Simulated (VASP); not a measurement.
**PtS2: band-structure run (part 2 of 2)**

The same run, continued: PtS2 (3 atoms in the cell); Kohn-Sham DFT of a periodic cell, rSCAN, VASP PAW PBE potentials, recommended, no spin polarisation (VASP 6.6.1); cutoff 520 eV, 9×9×5 k-mesh, fermi-dirac of 0.05 eV. The structure derives from an entry of the Crystallography Open Database.

Geometry of the input (Å; fractional positions):
```
3.5432  0.0000  0.0000
-1.7716  3.0685  0.0000
0.0000  0.0000  5.0388
Pt 0.0000  0.0000  0.0000
S  0.6667  0.3333  0.7730
S  0.3333  0.6667  0.2270
```

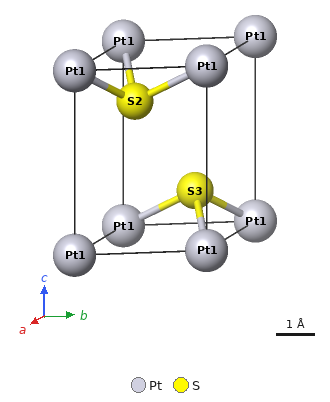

Figure 1. The input geometry (ball-and-stick view of the cell of the calculation, seen slightly off an axis; atoms are numbered from 1 in the order of the input).

## Parts of OUTCAR, continued
```
   k-points           NKPTS =     50   k-points in BZ     NKDIM =     50   number of bands    NBANDS=     15
   number of dos      NEDOS =    301   number of ions     NIONS =      3
   total plane-waves  NPLWV =  31360
   dimension x,y,z NGX =    28 NGY =   28 NGZ =   40
   dimension x,y,z NGXF=    56 NGYF=   56 NGZF=   80
   ions per type =               1   2
   NGX,Y,Z   is equivalent  to a cutoff of  13.14, 13.14, 13.20 a.u.
   NGXF,Y,Z  is equivalent  to a cutoff of  26.28, 26.28, 26.39 a.u.
 SYSTEM =  unknown system
   PREC   = accura    normal or accurate (medium, high low for compatibility)
   ISTART =      0    job   : 0-new  1-cont  2-samecut
   ICHARG =      2    charge: 1-file 2-atom 10-const
   ISPIN  =      1    spin polarized calculation?
   LNONCOLLINEAR =      F non collinear calculations
   LSORBIT =      F    spin-orbit coupling
   LASPH  =      T    aspherical Exc in radial PAW
   ENCUT  =  520.0 eV  38.22 Ry    6.18 a.u.   6.59  6.59  9.37*2*pi/ulx,y,z
   NELM   =     60;   NELMIN=  2; NELMDL= -5     # of ELM steps
   EDIFF  = 0.1E-06   stopping-criterion for ELM
   LREAL  =      F    real-space projection
   EDIFFG = 0.1E-05   stopping-criterion for IOM
   NSW    =      0    number of steps for IOM
   IBRION =     -1    ionic relax: 0-MD 1-quasi-New 2-CG
   NFREE  =      0    steps in history (QN), initial steepest desc. (CG)
   ISIF   =      2    stress and relaxation
   ISYM   =      2    0-nonsym 1-usesym 2-fastsym
   POTIM  = 0.5000    time-step for ionic-motion
   TEBEG  =    0.0;   TEEND  =   0.0 temperature during run
   PSTRESS=    0.0 pullay stress
   NELECT =      22.0000    total number of electrons
   NUPDOWN=      -1.0000    fix difference up-down
   EMIN   =  10.00;   EMAX   =-10.00  energy-range for DOS
   EFERMI =   0.00;   METHOD = LEGACY
   ISMEAR =    -1;   SIGMA  =   0.05  broadening in eV -4-tet -1-fermi 0-gaus
   EFERMI_NEDOS =   21; number of points for ismear=-14 and -15
   IALGO  =     38    algorithm
   IMIX   =      4    mixing-type and parameters
     AMIX     =   0.40;   BMIX     =  1.00
     AMIX_MAG =   1.60;   BMIX_MAG =  1.00
  volume/ion in A,a.u.               =      18.26       123.23
  Fermi-wavevector in a.u.,A,eV,Ry     =   1.207812  2.282434 19.848315  1.458810
  Thomas-Fermi vector in A             =   2.343439
   LORBIT       =      0    0 simple, 1 ext, 2 COOP (PROOUT), +10 PAW based schemes
   METAGGA = RSCAN    functional components
   LHFCALC =     F    Hartree Fock is set to
   AEXX    =    0.0000 exact exchange contribution
   IVDW    =     0    specifies the selected vdW correction
   LEPSILON=     F    determine dielectric tensor
   LRPA    =     F    only Hartree local field effects (RPA)
 non-spin polarized calculation
  energy-cutoff  :      520.00
  volume of cell :       54.78
 maximum number of plane-waves:      1507
 NGX is ok and might be reduce to    28
   NGX = 13   NGY = 13   NGZ = 19

 number of electron      22.0000001 magnetization

 Free energy of the ion-electron system (eV)
  ---------------------------------------------------
  ext. energy  EPLUGINS =         0.00000000
  ---------------------------------------------------
  free energy    TOTEN  =      -113.72879083 eV

  energy without entropy =     -113.72878985  energy(sigma->0) =     -113.72879034

 E-fermi :   7.0186     XC(G=0): -11.3084     alpha+bet :-12.0455

 val. band max:        6.4492817022   @ k =   0.0000   0.2222   0.2000
 cond. band min:       7.6276237573   @ k =   0.0000   0.3333   0.2000
 fundamental gap:      1.1783420551
 Fermi energy:         7.0185675518

 k-point     1 :       0.0000    0.0000    0.0000
  band No.  band energies     occupation
      1      -9.7395      2.00000
      2      -6.3848      2.00000
      3      -0.8414      2.00000
      4      -0.8414      2.00000
      5      -0.7125      2.00000
      6       2.2795      2.00000
      7       2.2795      2.00000
      8       4.5671      2.00000
      9       5.2628      2.00000
     10       5.2628      2.00000
     11       6.3651      2.00000
     12       9.0783      0.00000
     13       9.0783      0.00000
     14      11.7012      0.00000
     15      12.8259      0.00000

 k-point     2 :       0.1111   -0.0000    0.0000
  band No.  band energies     occupation
      1      -9.5680      2.00000
      2      -6.4975      2.00000
      3      -0.7227      2.00000
      4      -0.6994      2.00000
      5      -0.5386      2.00000
      6       2.0449      2.00000
      7       2.1503      2.00000
      8       4.0887      2.00000
      9       5.2282      2.00000
     10       5.2627      2.00000
     11       6.4302      1.99998
     12       8.4680      0.00000
     13       8.9575      0.00000
     14      12.4759      0.00000
     15      13.4035      0.00000

 k-point     3 :       0.2222    0.0000    0.0000
  band No.  band energies     occupation
      1      -9.0874      2.00000
      2      -6.7668      2.00000
      3      -0.4177      2.00000
      4      -0.4101      2.00000
      5      -0.0034      2.00000
      6       1.2999      2.00000
      7       1.9415      2.00000
      8       3.4041      2.00000
      9       4.9733      2.00000
     10       5.0031      2.00000
     11       6.0086      2.00000
     12       8.1210      0.00000
     13       8.9250      0.00000
     14      12.5772      0.00000
     15      14.4723      0.00000

 k-point     4 :       0.3333    0.0000    0.0000
  band No.  band energies     occupation
      1      -8.4176      2.00000
      2      -7.0642      2.00000
      3      -0.5542      2.00000
      4      -0.0989      2.00000
      5       0.7286      2.00000
      6       0.8332      2.00000
      7       1.9918      2.00000
      8       3.1046      2.00000
      9       4.2989      2.00000
     10       4.3240      2.00000
     11       5.0729      2.00000
     12       8.2806      0.00000
     13       9.1835      0.00000
     14      12.2069      0.00000
     15      14.5289      0.00000

 k-point     5 :       0.4444    0.0000    0.0000
  band No.  band energies     occupation
      1      -7.8091      2.00000
      2      -7.3196      2.00000
      3      -1.2393      2.00000
      4       0.0475      2.00000
      5       0.9566      2.00000
      6       1.7491      2.00000
      7       2.5167      2.00000
      8       3.0367      2.00000
      9       3.3766      2.00000
     10       3.5448      2.00000
     11       4.2123      2.00000
     12       8.3803      0.00000
     13       9.4394      0.00000
     14      12.3104      0.00000
     15      13.6619      0.00000

 [... the levels of 18 k-points are left out ...]

 k-point    24 :      -0.1111    0.3333    0.2000
  band No.  band energies     occupation
      1      -8.5960      2.00000
      2      -7.0373      2.00000
      3      -0.5664      2.00000
      4      -0.2766      2.00000
      5       0.5803      2.00000
      6       1.0227      2.00000
      7       1.7682      2.00000
      8       3.1648      2.00000
      9       4.5914      2.00000
     10       4.7969      2.00000
     11       6.1179      2.00000
     12       7.6789      0.00000
     13       8.5404      0.00000
     14      12.6023      0.00000
     15      14.5511      0.00000

 [... further k-points ...]

------------------------ aborting loop because EDIFF is reached ----------------------------------------

  FORCE on cell =-STRESS in cart. coord.  units (eV):
  Direction    XX          YY          ZZ          XY          YZ          ZX
  --------------------------------------------------------------------------------------
  -------------------------------------------------------------------------------------
  Total        3.0118507      3.0118507      3.0607732      0.0000000      0.0000000      0.0000000
  in kB       88.0835741     88.0835741     89.5143475      0.0000000      0.0000000      0.0000000
  external PRESSURE =      88.5604985 kB  Pullay stress =       0.0000000 kB

 VOLUME and BASIS-vectors are now :
 -----------------------------------------------------------------------------
  energy-cutoff  :      520.00
  volume of cell :       54.78
      direct lattice vectors                 reciprocal lattice vectors
     3.543200000  0.000000000  0.000000000     0.282230752  0.162946001  0.000000000
    -1.771600000  3.068501211  0.000000000     0.000000000  0.325892001  0.000000000
     0.000000000  0.000000000  5.038800000     0.000000000  0.000000000  0.198459951

 POSITION                                       TOTAL-FORCE (eV/Angst)
 -----------------------------------------------------------------------------------
      0.00000      0.00000      0.00000         0.000000      0.000000      0.000000
      1.77160      1.02283      3.89499        -0.000000      0.000000     -1.176126
     -0.00000      2.04567      1.14381         0.000000      0.000000      1.176126
 -----------------------------------------------------------------------------------
    total drift:                                0.000000     -0.000000      0.000000

  FREE ENERGIE OF THE ION-ELECTRON SYSTEM (eV)
  ---------------------------------------------------
  free  energy   TOTEN  =      -113.7287908324 eV

  energy  without entropy=     -113.7287898451  energy(sigma->0) =     -113.72879034
```

## CONTCAR
```
PtS2
   1.00000000000000
     3.5432000000000001    0.0000000000000000    0.0000000000000000
    -1.7716000000000001    3.0685012107000000    0.0000000000000000
     0.0000000000000000    0.0000000000000000    5.0388000000000002
  Pt              S
     1     2
Direct
     0.0000000000000000    0.0000000000000000    0.0000000000000000
     0.6666666667000030    0.3333333332999970    0.7730000000000032
     0.3333333332999970    0.6666666667000030    0.2269999999999968

  0.00000000E+00  0.00000000E+00  0.00000000E+00
  0.00000000E+00  0.00000000E+00  0.00000000E+00
  0.00000000E+00  0.00000000E+00  0.00000000E+00
```

## Results in brief

| quantity | value |
| --- | --- |
| outcome | converged |
| space group (tolerance 0.01 Å) | P-3m1 (164) |
| electrons treated | 22 |
| free energy | −113.7288 eV |
| Fermi energy of the self-consistent step | 7.019 eV |
| gap on the k-point mesh | 1.18 eV |
| gap on the band path | 1.16 eV |
| pressure | 8.86 GPa |
| largest force (length of the vector) | 1.176 eV/Å |
| hardware | 1 thread of Intel Xeon (Granite Rapids), 64 GiB of memory available, shared host |
| wall time | 3 min |
| peak memory | 0.21 GiB |

## Notes

Spin–orbit coupling is left out, which matters for Pt. The cell is under a pressure of 8.9 GPa at this level, so it is not at its equilibrium volume.
